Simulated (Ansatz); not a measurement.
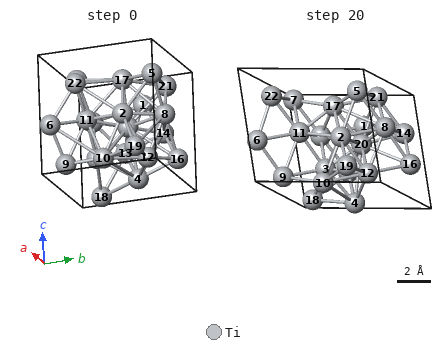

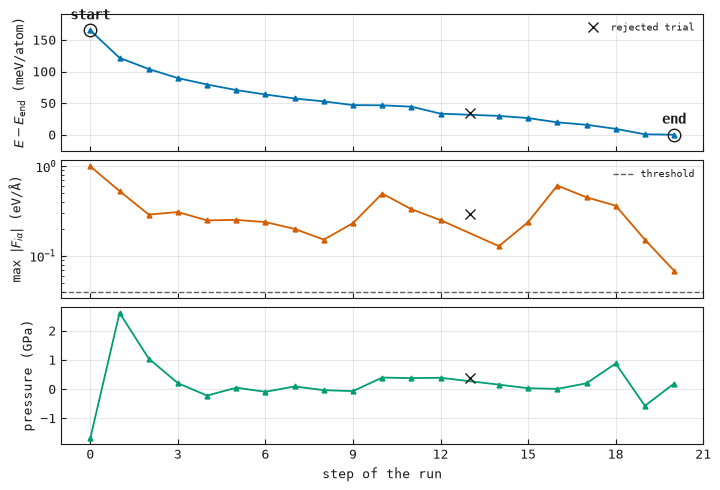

First and last geometry of a relaxation of an amorphous cell of composition Ti (coarse preliminary run), with the history of the run. The picture is a ball-and-stick view of the cell of the calculation, reduced to other axes, seen from a free direction. Lengths and directions refer to the drawn axes.

Case: the quenched liquid.

Theory: DFT PBE, scalar-relativistic, plane waves, PAW (Ansatz). Set-up: plane-wave cutoff 420 eV; k-point mesh 2 × 2 × 2; occupations gaussian; smearing width 0.1 eV; mesh shifted by (0.5, 0.5, 0.5); no spin polarisation; cell and atoms relaxed; force threshold 0.04 eV/Å; at most 70 steps.

Question: Read the history and describe the run.

Answer: The run was cut off at its time limit before the relaxation converged, so the last structure is only a point on the way. A Ti atom moves most relative to the cell: 1.41 Å roughly along [0 1 1]. The drawn cell changes as follows: a 7.268 → 6.872 Å (−5.5 %), b 7.405 → 7.935 Å (+7.2 %), c 7.433 → 7.287 Å (−2.0 %), α 88.2° → 102.9°, β 84.1° → 87.5°, γ 89.6° → 101.9°; the volume changes by −4.7 %. Some distances before and after: Ti–Ti 5.268 → 2.996 Å, Ti–Ti 5.247 → 3.041 Å, Ti–Ti 2.854 → 4.941 Å, Ti–Ti 3.401 → 5.274 Å. New bonds form: Ti–Ti (4.06 → 3.00 Å), Ti–Ti (4.12 → 3.08 Å), Ti–Ti (4.17 → 3.08 Å), Ti–Ti (4.19 → 2.86 Å). Bonds break: Ti–Ti (2.74 → 4.05 Å), Ti–Ti (2.77 → 4.06 Å), Ti–Ti (2.82 → 4.29 Å), Ti–Ti (2.85 → 4.29 Å). Over 19 accepted moves (20 points after the start) the energy falls by 165 meV per atom. Largest force component: 1 eV/Å at the start, 0.068 eV/Å at the end. The pressure goes from −1.68 to 0.19 GPa. The line search rejected the trial step at point 13 of the run.

Limits of the set-up: the k-point mesh is coarse for a cell with partly filled bands; the periodic images lie only 7.3 Å apart, so the values are limited by the cell's size.
